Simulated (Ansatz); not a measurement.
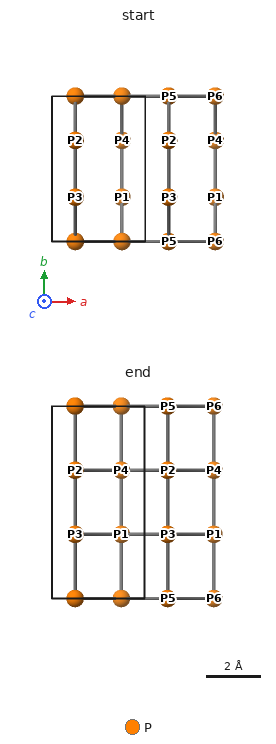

The structure of a crystal of P (a generated structure, set up in Pmma) (coarse preliminary run) before (top) and after (bottom) a relaxation, at one scale.

The picture is a ball-and-stick view of the cell of the calculation, repeated 2 × 1 × 1 with one cell outlined, seen along the c axis.

Theory: DFT PBE, scalar-relativistic, plane waves, PAW in Ansatz.

The input:
```yaml
crystal:
  lattice:
    - [3.51746567, 0.0, 0.0]
    - [0.0, 5.48318589, 0.0]
    - [0.0, 0.0, 5.10738085]
  atoms:
    - { symbol: P, position: [0.75, 0.30461984, 0.11960499] }
    - { symbol: P, position: [0.25, 0.69538016, 0.88039501] }
    - { symbol: P, position: [0.25, 0.30461984, 0.88039501] }
    - { symbol: P, position: [0.75, 0.69538016, 0.11960499] }
    - { symbol: P, position: [0.25, 0.0, 0.61893749] }
    - { symbol: P, position: [0.75, 0.0, 0.38106251] }
basis:
  ecutwfc: 420
kpoints:
  mp_grid: { grid: [6, 4, 4] }
hamiltonian:
  xc: pbe
scf:
  occupations: { method: gaussian, width: 0.1 }
  lower_state_search: "off"
output:
  forces: true
  stress: true
  eigenvalues: true
relax:
  adjacent_minimum: "off"
  f_tol: 0.04
  max_steps: 70
  cell: { stress_tol: 0.4 }
```

Run as
```bash
ansatz run input.yaml --threads 1 --pin off --max-ram 2560MiB --backend cpu --events-out ev --progress --plain --runs-dir out
```

Question: Summarise the run.

Answer: The largest moves relative to the cell, 0.49 Å, are those of P1, P2, P3 and P4. P3 goes roughly along [0 1 −3]. Cell: a 3.517 → 3.488 Å (−0.8 %), b 5.483 → 7.256 Å (+32.3 %), c 5.107 → 3.467 Å (−32.1 %). Volume −10.9 %. Near-neighbour distances that change, for instance: P1–P3 4.265 → 2.471 Å, P5–P6 4.271 → 2.484 Å, P1–P3 (another image) 2.141 → 2.446 Å, P5–P6 (another image) 2.138 → 2.434 Å. New bonds form: P1–P3 (4.27 → 2.47 Å), P2–P4 (4.27 → 2.47 Å), P5–P6 (4.27 → 2.48 Å). Bond angles that change, for instance: P2–P5–P3 102.7° → 178.7°, P4–P1–P6 141.4° → 179.4°, P3–P1–P6 110.9° → 90.4°. The space group stays Pmma (No. 51). Over 19 accepted moves (24 points after the start) the energy falls by 4.818 eV per cell of the calculation. Largest force component: 0.32 eV/Å at the start, 0.00046 eV/Å at the end. Pressure: 23.33 GPa at the start and 0.05 GPa at the end. The line search rejected the trial steps at points 11, 12, 16 of the run. At 2 points the geometry stayed and the basis and grid were re-selected for the new cell (energy shift of 0.163 eV per cell of the calculation at most each time). Cost: 110 s on 1 thread of Arm Neoverse V2 (shared host), peak memory 0.35 GiB.
